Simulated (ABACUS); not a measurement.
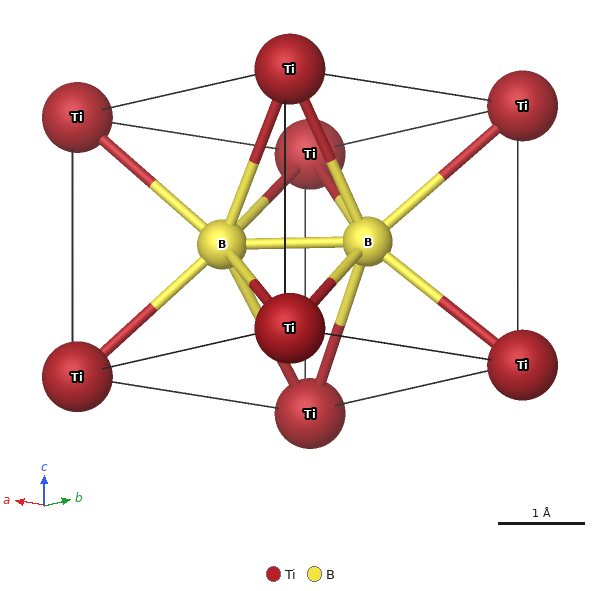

**Figure 1.** The structure (ball-and-stick view of the cell of the calculation, seen at an oblique angle). Near neighbours in the crystal (not all of them lie inside the picture): Ti has 12 B at 2.26 to 2.50 Å; B has 3 B at 1.71 to 1.79 Å and 6 Ti at 2.26 to 2.50 Å.

Run report: TiB2, tune calculation (part 1 of 2)

The run: tune calculation of TiB2 (P1, 3 atoms in the cell). Method and program: Kohn-Sham DFT of a periodic cell, PBE, SPMS ONCV 1.0 PBE, no spin polarisation (ABACUS 3.10.1).

The structure derives from an entry of the Crystallography Open Database. It belongs to a series of runs on one base structure; here: mixing_ndim: 4.

## Log
```
ABACUS v3.10.1

               Atomic-orbital Based Ab-initio Computation at UStc

 ------------------------------------------------------------------------------------

 READING GENERAL INFORMATION
                           global_out_dir = OUT.TiB2/
                           global_in_card = INPUT
                               pseudo_dir = ./
                              orbital_dir =
                                    DSIZE = 4
                                    GSIZE = 1

 READING UNITCELL INFORMATION
                                    ntype = 2
                  lattice constant (Bohr) = 1.88973
              lattice constant (Angstrom) = 1

 READING ATOM TYPE 1
                               atom label = Ti
                      L=0, number of zeta = 1
                      L=1, number of zeta = 1
                      L=2, number of zeta = 1
             number of atom for this type = 1

 READING ATOM TYPE 2
                               atom label = B
                      L=0, number of zeta = 1
                      L=1, number of zeta = 1
                      L=2, number of zeta = 1
             number of atom for this type = 2

                        TOTAL ATOM NUMBER = 3
DIRECT COORDINATES
    atom                   x                   y                   z     mag                  vx                  vy                  vz
taud_Ti1            0.9723650000        0.9930490000        0.0010690000  0.0000        0.0000000000        0.0000000000        0.0000000000
taud_B1            0.6826080000        0.3569580000        0.4845140000  0.0000        0.0000000000        0.0000000000        0.0000000000
taud_B2            0.3488050000        0.6756240000        0.4835020000  0.0000        0.0000000000        0.0000000000        0.0000000000

                          Volume (Bohr^3) = 173.129
                             Volume (A^3) = 25.6551

 Lattice vectors: (Cartesian coordinate: in unit of a_0)
              +3.0292                  +0                  +0
              -1.5146            +2.62336                  +0
                   +0                  +0             +3.2284
 Reciprocal vectors: (Cartesian coordinate: in unit of 2 pi/a_0)
             +0.33012           +0.190595                  -0
                   -0            +0.38119                  -0
                   +0                  -0           +0.309751
 The esolver type has been set to : ksdft_pw

                PAO radial cut off (Bohr) = 7

 Read in pseudopotential file is 22_Ti_12_2.0_2.8_pbe_n_v1.0.upf
                     pseudopotential type = NC
          exchange-correlation functional = PBE
                 nonlocal core correction = 1
                        valence electrons = 12
                                     lmax = 2
                           number of zeta = 4
                     number of projectors = 6
                           L of projector = 0
                           L of projector = 0
                           L of projector = 1
                           L of projector = 1
                           L of projector = 2
                           L of projector = 2
                PAO radial cut off (Bohr) = 7

 Read in pseudopotential file is 05_B_3_1.5_1.7_pbe_n_v1.0.upf
                     pseudopotential type = NC
          exchange-correlation functional = PBE
                 nonlocal core correction = 1
                        valence electrons = 3
                                     lmax = 1
                           number of zeta = 2
                     number of projectors = 4
                           L of projector = 0
                           L of projector = 0
                           L of projector = 1
                           L of projector = 1
     initial pseudo atomic orbital number = 18

 SETUP THE ELECTRONS NUMBER
            electron number of element Ti = 12
      total electron number of element Ti = 12
             electron number of element B = 3
       total electron number of element B = 6
            AUTOSET number of electrons:  = 18
                           occupied bands = 9
                                   NBANDS = 13
                                   NLOCAL = 27

%%%%%%%%%%%%%%%%%%%%%%%%%%%%%%%%%%%%%%%%%%%%%%%%%%%%%%%%%%%%%%%%%%%%%%%%%%%%%%%%%%%%%%%%%%%%%%%%%%%%%%%%%%
 Warning: the number of valence electrons in pseudopotential > 4 for Ti: [Ar] 3d2 4s2
 Pseudopotentials with additional electrons can yield (more) accurate outcomes, but may be less efficient.
 If you're confident that your chosen pseudopotential is appropriate, you can safely ignore this warning.
%%%%%%%%%%%%%%%%%%%%%%%%%%%%%%%%%%%%%%%%%%%%%%%%%%%%%%%%%%%%%%%%%%%%%%%%%%%%%%%%%%%%%%%%%%%%%%%%%%%%%%%%%%

 SETUP THE PLANE WAVE BASIS
 energy cutoff for charge/potential (unit:Ry) = 336
            fft grid for charge/potential = [ 36, 36, 36 ]
                        fft grid division = [ 1, 1, 1 ]
        big fft grid for charge/potential = [ 36, 36, 36 ]
                                     nbxx = 46656
                                     nrxx = 46656

 SETUP PLANE WAVES FOR CHARGE/POTENTIAL
                    number of plane waves = 17999
                         number of sticks = 757

 PARALLEL PW FOR CHARGE/POTENTIAL
     PROC   COLUMNS(POT)             PW
        1            757          17999
 --------------- sum -------------------
        1            757          17999
                            number of |g| = 890
                                  max |g| = 30.3539
                                  min |g| = 0

----------- Double Check Mixing Parameters Begin ------------
mixing_type: broyden
mixing_beta: 0.7
mixing_gg0: 1
mixing_gg0_min: 0.1
mixing_ndim: 4
----------- Double Check Mixing Parameters End ------------

 LATTICE VECTORS: (CARTESIAN COORDINATE: IN UNIT OF A0)
              +3.0292                  +0                  +0
              -1.5146            +2.62336                  +0
                   +0                  +0             +3.2284
                       right hand lattice = 1
                                   NORM_A = 3.0292
                                   NORM_B = 3.0292
                                   NORM_C = 3.2284
                           ALPHA (DEGREE) = 90
                           BETA  (DEGREE) = 90
                           GAMMA (DEGREE) = 120

 The lattice vectors have been changed (STRU_SIMPLE.cif)

(for optimal symmetric configuration:)
                             BRAVAIS TYPE = 4
                     BRAVAIS LATTICE NAME = 04. Hexagonal cell
                                    ibrav = 4
                                    IBRAV = 4
                                  BRAVAIS = HEXAGONAL CELL
                       LATTICE CONSTANT A = 3.0292
                                C/A RATIO = 1.06576
Original cell was already a primitive cell.
                        ROTATION MATRICES = 24
              PURE POINT GROUP OPERATIONS = 1
                   SPACE GROUP OPERATIONS = 1
                              POINT GROUP = C_1
               POINT GROUP IN SPACE GROUP = C_1

 SETUP K-POINTS
                                    nspin = 1
                   Input type of k points = Monkhorst-Pack(Gamma)
                                   nkstot = 180
                       right hand lattice = 1
(for reciprocal lattice: )
                             BRAVAIS TYPE = 4
                     BRAVAIS LATTICE NAME = 04. Hexagonal cell
                                    ibrav = 4
                       right hand lattice = 1
(for k-lattice: )
                             BRAVAIS TYPE = 4
                     BRAVAIS LATTICE NAME = 04. Hexagonal cell
                                    ibrav = 4
                       right hand lattice = 1
                        ROTATION MATRICES = 24
                               nkstot_ibz = 92
K-POINTS REDUCTION ACCORDING TO SYMMETRY
     IBZ    DIRECT_X    DIRECT_Y    DIRECT_Z  WEIGHT  ibz2bz
       1  0.00000000  0.00000000  0.00000000  0.0056       0
       2  0.16666667  0.00000000  0.00000000  0.0111       1
       3  0.33333333  0.00000000  0.00000000  0.0111       2
       4  0.50000000  0.00000000  0.00000000  0.0056       3
       5  0.00000000  0.16666667  0.00000000  0.0111       6
       6  0.16666667  0.16666667  0.00000000  0.0111       7
       7  0.33333333  0.16666667  0.00000000  0.0111       8
       8  0.50000000  0.16666667  0.00000000  0.0111       9
       9  0.33333333 -0.16666667  0.00000000  0.0111      10
      10 -0.16666667  0.16666667  0.00000000  0.0111      11
      11  0.00000000  0.33333333  0.00000000  0.0111      12
      12  0.16666667  0.33333333  0.00000000  0.0111      13
      13  0.33333333  0.33333333  0.00000000  0.0111      14
      14  0.50000000  0.33333333  0.00000000  0.0111      15
      15 -0.33333333  0.33333333  0.00000000  0.0111      16
      16 -0.16666667  0.33333333  0.00000000  0.0111      17
      17  0.00000000  0.50000000  0.00000000  0.0056      18
      18  0.16666667  0.50000000  0.00000000  0.0111      19
      19  0.33333333  0.50000000  0.00000000  0.0111      20
      20  0.50000000  0.50000000  0.00000000  0.0056      21
      21  0.00000000  0.00000000  0.20000000  0.0111      36
      22  0.16666667  0.00000000  0.20000000  0.0111      37
      23  0.33333333  0.00000000  0.20000000  0.0111      38
      24  0.50000000  0.00000000  0.20000000  0.0111      39
      25  0.33333333  0.00000000 -0.20000000  0.0111      40
      26 -0.16666667  0.00000000  0.20000000  0.0111      41
      27  0.00000000  0.16666667  0.20000000  0.0111      42
      28  0.16666667  0.16666667  0.20000000  0.0111      43
      29  0.33333333  0.16666667  0.20000000  0.0111      44
      30  0.50000000  0.16666667  0.20000000  0.0111      45
[... 62 further k points ...]

                               nkstot now = 92
[... K-POINTS DIRECT COORDINATES: 92 rows ...]

           k-point number in this process = 23
       minimum distributed K point number = 23
[... stars of the k points ...]

[... K-POINTS CARTESIAN COORDINATES: 23 rows ...]

[... K-POINTS DIRECT COORDINATES: 23 rows ...]

 SETUP PLANE WAVES FOR WAVE FUNCTIONS
     energy cutoff for wavefunc (unit:Ry) = 84
              fft grid for wave functions = [ 36, 36, 36 ]
                    number of plane waves = 3163
                         number of sticks = 241

 PARALLEL PW FOR WAVE FUNCTIONS
     PROC   COLUMNS(POT)             PW
        1            241           3163
 --------------- sum -------------------
        1            241           3163

 SETUP NONLOCAL PSEUDOPOTENTIALS IN PLANE WAVE BASIS
 Ti non-local projectors:
 projector 1 L=0
 projector 2 L=0
 projector 3 L=1
 projector 4 L=1
 projector 5 L=2
 projector 6 L=2
 B non-local projectors:
 projector 1 L=0
 projector 2 L=0
 projector 3 L=1
 projector 4 L=1
      TOTAL NUMBER OF NONLOCAL PROJECTORS = 34

 Init Non-Local PseudoPotential table :
 Init Non-Local-Pseudopotential done.

                                     npwx = 2262

 Make real space PAO into reciprocal space.
       max mesh points in Pseudopotential = 701
     dq(describe PAO in reciprocal space) = 0.01
                                    max q = 1104

 number of pseudo atomic orbitals for Ti is 4
WARNING: norm of atomic wavefunction # 3 of atomic type Ti is 0.999499, renormalized
WARNING: norm of atomic wavefunction # 4 of atomic type Ti is 0.990413, renormalized

 number of pseudo atomic orbitals for B is 2
WARNING: norm of atomic wavefunction # 1 of atomic type B is 0.999868, renormalized
WARNING: norm of atomic wavefunction # 2 of atomic type B is 0.997328, renormalized

 -------------------------------------------
 SELF-CONSISTENT
 -------------------------------------------
                                 init_chg = atomic

 PW ALGORITHM --------------- ION=   1  ELEC=   1--------------------------------

 Density error is 0.531541480432
                          Error Threshold = 0.01
----------------------------------------------------------
     Energy           Rydberg                 eV
----------------------------------------------------------
 E_KohnSham     -129.0700894009      -1756.0886572211
 E_Harris       -134.0034380027      -1823.2103084271
 E_Fermi        1.1660074505         15.8643452374
----------------------------------------------------------

 PW ALGORITHM --------------- ION=   1  ELEC=   2--------------------------------

 Density error is 0.817119011343
                          Error Threshold = 0.00295300822462
----------------------------------------------------------
     Energy           Rydberg                 eV
----------------------------------------------------------
 E_KohnSham     -129.1271024180      -1756.8643591137
 E_Harris       -123.0432052619      -1674.0886917456
 E_Fermi        1.0233435276         13.9233029865
----------------------------------------------------------

 PW ALGORITHM --------------- ION=   1  ELEC=   3--------------------------------
```
